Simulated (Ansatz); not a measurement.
# ZnO: what the fields show

```
Zn O
1.0
     0.01816    0.06503    3.33165
     5.40646    0.15534    0.03075
     0.15534    5.52325    0.11010
Zn O
4 4
Direct
  0.49023 0.16305 0.19785
  0.50534 0.80449 0.78582
  0.99824 0.67279 0.30261
  0.01339 0.32054 0.67629
  0.52816 0.84633 0.15701
  0.49787 0.18176 0.83197
  0.02500 0.67433 0.67190
  0.00327 0.33061 0.31571
```

Space group P1; a structure from a database of computed crystals, not necessarily the ambient phase.

The calculation used Ansatz 0.2.0, DFT r2SCAN, plane waves, PAW.

Core electrons are frozen (PAW), and the valence fields are smoothed inside the atomic spheres.

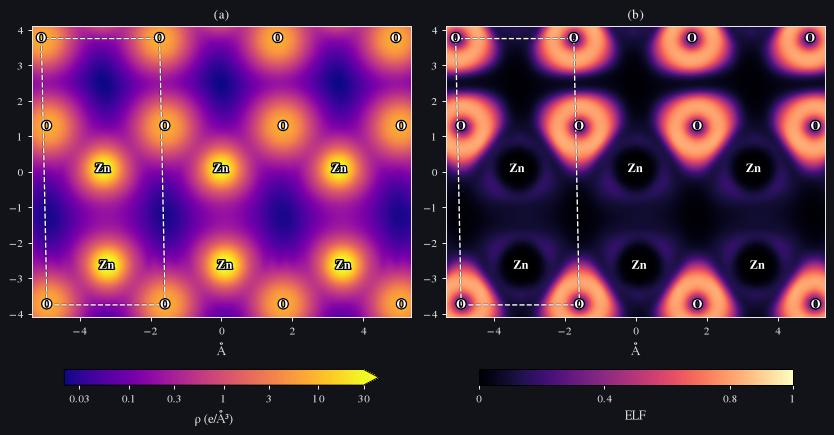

Figure 1. (a) valence pseudo-density; (b) electron localisation function on the (011) plane of the conventional cell.

Describe what can be read from this map.

- The section cuts through Zn and O sites.
- Zn–O (1.98 Å): ρ is about 0.59 e/Å³ halfway; the ELF peaks at about 0.85 in the valence shell of O, 0.6 Å from its nucleus, and is about 0.25 at the midpoint (no localised pair shows between them).
- Zn–O (1.99 Å): ρ at the midpoint is about 0.58 e/Å³; the ELF peaks at about 0.85 in the valence shell of O, 0.6 Å from its nucleus, and is about 0.25 at the midpoint; no localised pair shows between them.
- Between the atoms the lowest density in this plane is 0.02 e/Å³.

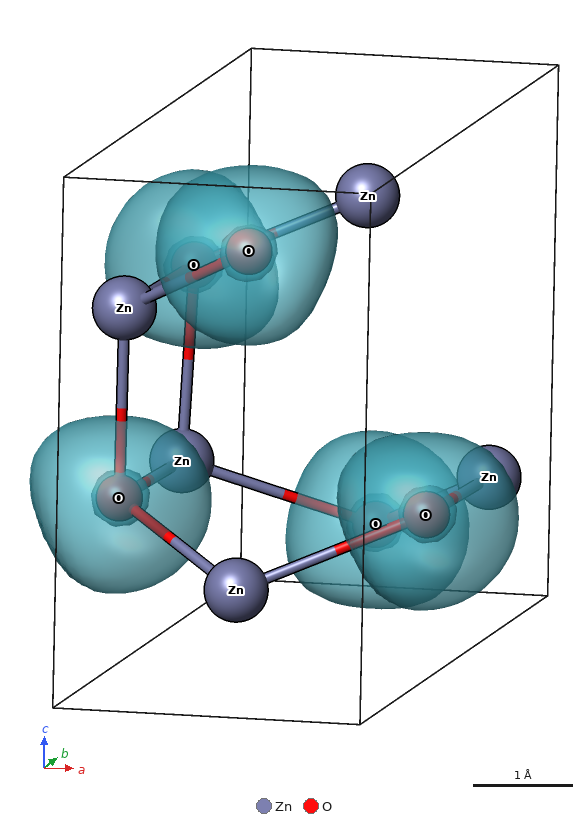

Figure 2. Isosurface of the electron localisation function at 0.6 (cyan), seen slightly off an axis. Core shells and regions of very low density are left out. Sticks mark near contacts.

Describe the localisation domains.

The ELF exceeds this value in four regions wrapped around O (the valence shell of each), counted in one cell of 8 atoms. Regions shared between cells count once.


Zn–O (1.74 Å): the ELF peaks at about 0.85 in the valence shell of O, 0.5 Å from its nucleus, and is about 0.35 at the midpoint. Zn–O (1.85 Å): the ELF peaks at about 0.85 in the valence shell of O, 0.6 Å from its nucleus, and is about 0.30 at the midpoint.

Does the calculation make it a metal, or give it a gap?

It is gapped, with a Kohn–Sham gap of 1.0 eV on the k-point mesh, an upper bound to the gap of this method.
